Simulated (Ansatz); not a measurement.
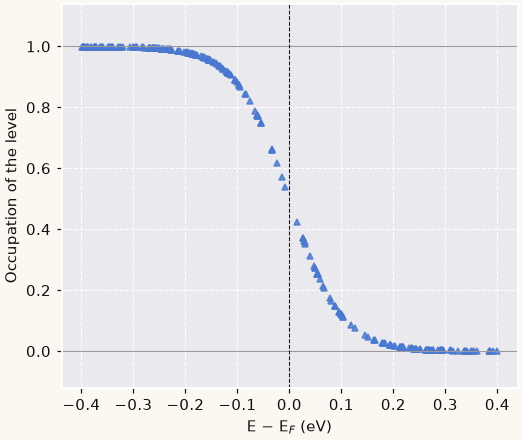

Occupations of the one-electron levels of the k mesh against their energy, from a run on AlFe3, space group Fm-3m (No. 225), 8 atoms in the cell, with Ansatz.

**Which smearing scheme was used (Fermi-Dirac, Gaussian, Methfessel-Paxton or cold), and about what width?**

Fermi-Dirac smearing with a width of 0.05 eV. The occupations stay between 0 and 1 and have long exponential tails; the slope at the Fermi level is 1/(4 × width).
